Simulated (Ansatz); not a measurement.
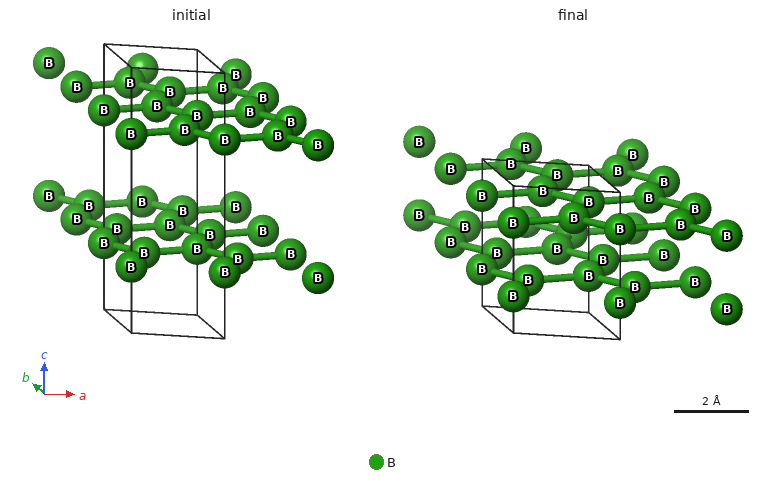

The structure of a crystal of B (a generated structure, set up in P6_3/mmc) (coarse preliminary run) before (left) and after (right) a relaxation, at one scale.

Style: ball-and-stick. Shown: the cell of the calculation, repeated 2 × 3 × 1 with one cell outlined, slightly off an axis.

Case: C → B on all its sites, cell and atoms relaxed.

Computed with DFT r2SCAN, scalar-relativistic, plane waves, PAW in Ansatz 0.2.0. Settings: plane-wave cutoff 500 eV; k-point mesh 12 × 12 × 4; occupations gaussian; smearing width 0.1 eV; no spin polarisation; cell and atoms relaxed; force threshold 0.05 eV/Å; at most 60 steps.

**Describe what moved and what it gained.**

The atoms keep their places relative to the cell (all moves are under 0.005 Å). The volume changes by −27.6 %, with a = b 2.610 → 2.983 Å (+14.3 %), c 7.479 → 4.144 Å (−44.6 %). Near-neighbour distances that change, for instance: B–B 3.739 → 2.072 Å, B–B 1.507 → 1.722 Å. The space group stays P6_3/mmc (No. 194). After 11 accepted moves (12 points after the start) the energy has fallen by 920 meV per atom. All forces vanish by symmetry, so only the cell relaxes. The pressure goes from 50.33 to 0.39 GPa. At 1 point the geometry stayed and the basis and grid were re-selected for the new cell (energy shift of 1.4 meV per atom at most each time). The run took 95 s on 1 thread of Arm Neoverse N1, on a shared host, peak memory 0.42 GiB.
